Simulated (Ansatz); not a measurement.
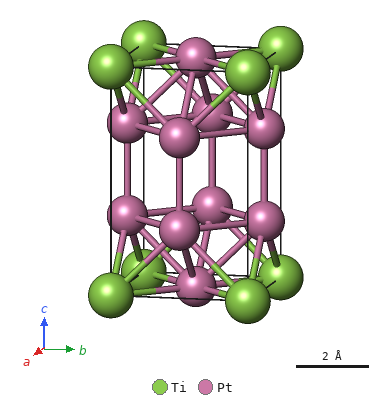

We look at a ball-and-stick model of the crystal slightly off an axis. The edges of the conventional unit cell are marked. Cell: a = 3.91 Å, b = 3.91 Å, c = 6.45 Å, α = 90.00°, β = 90.00°, γ = 90.00°.

The initial geometry was a random cell made by a generator, so it need not be a real form of the compound. Earlier steps of the study may have refined or changed the cell and positions. It was run through Ansatz as a DFT input.

Describe the arrangement of the atoms.

The structure is one of TiPt5. It takes space group P4/mmm (No. 123) on a primitive tetragonal lattice. Counting shared atoms by their share gives 1 Ti, 5 Pt, or 6 atoms. Each Ti has twelve Pt in a cuboctahedral arrangement at about 2.7 Å. Pt takes two kinds of site: 4i with seven Pt and two Ti (about 2.6 to 2.8 Å to Pt, 2.7 Å to Ti); 1c with eight Pt and four Ti in a cuboctahedral arrangement (about 2.7 Å to Pt, 2.8 Å to Ti). The bonds build a three-dimensional framework.

The calculation used DFT PBE, scalar-relativistic, plane waves, PAW (Ansatz 0.2.0), with a cutoff energy of 420 eV, a 10×10×6 mesh of k-points, Gaussian smearing of 0.1 eV, no spin polarisation.

Is the electronic structure metallic or gapped?

A metal: bands cross the Fermi level.

What does a Bader analysis give?

Ti +1.59 e; Pt -0.40 to -0.30 e.

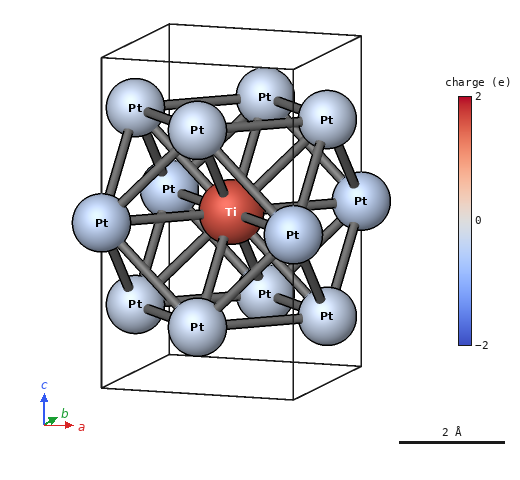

The atoms coloured by those charges. The run's cell of 6 atoms is drawn, so axes and origin can differ from the first picture.

Can this geometry be taken as optimised?

Yes. All forces vanish to within 0.01 eV/Å. The pressure is 0.0 GPa, close to zero.
